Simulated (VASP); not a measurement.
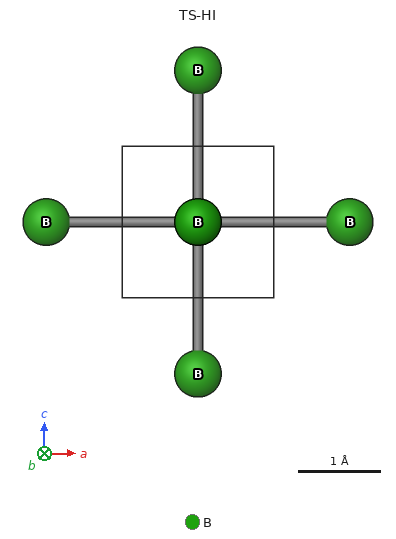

Crystalline B (a generated structure, set up in Pm-3m), relaxed (cell and atoms) with several dispersion corrections. The picture shows the result with TS-HI. Style: ball-and-stick. Shown: the cell of the calculation, along the b axis.

Computed with VASP 6.6.1: PBE, VASP PAW PBE potentials, recommended. Set-up: plane-wave cutoff 600 eV; k-point mesh 14 × 14 × 14; occupations fermi-dirac; smearing width 0.05 eV; no spin polarisation.

```
dispersion correction  volume (Å³/atom)  a (Å)
                TS-HI             6.446  1.861
                   D4             6.559  1.872
                  MBD             6.527  1.869
                   TS             6.430  1.860
               D3(BJ)             6.555  1.872
                 none             6.710  1.886
                 dDsC             6.566  1.873
                   D2                 ?      ?
               MBD-FI             6.523  1.868
                   D3             6.630  1.879
```

Fill in the missing row.

Answer. With D2 the volume falls between MBD (6.527) and D3(BJ) (6.555). The calculation gives 6.532 Å³/atom (a = 1.869 Å). Left out of the table: rVV10, which met the thresholds at the start cell and never moved. In order of volume: TS < TS-HI < MBD-FI < MBD < D2 < D3(BJ) < D4 < dDsC < D3 < none; the spread is 4.4 %.
